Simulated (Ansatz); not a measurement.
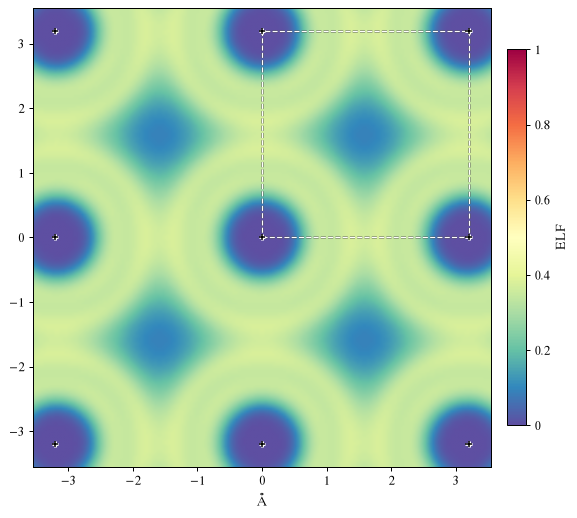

The electron localisation function on a plane through atoms (crosses mark nuclei in the plane).

All numbers below come from DFT LDA, scalar-relativistic, plane waves, PAW (Ansatz).

Candidates:
A. Sn, a = 3.20 Å, b = 3.20 Å, c = 5.05 Å, α = 90.00°, β = 90.00°, γ = 90.00°. Space group I4/mmm.
B. BN, a = 3.58 Å, b = 3.58 Å, c = 3.58 Å, α = 90.00°, β = 90.00°, γ = 90.00°. Space group F-43m; a structure from a database of computed crystals, not necessarily the ambient phase.

Q: Which system is this?

A: Candidate A: Sn on the (001) plane of the conventional cell, which holds Sn. Sn–Sn (3.20 Å): the ELF is about 0.35 at the midpoint.
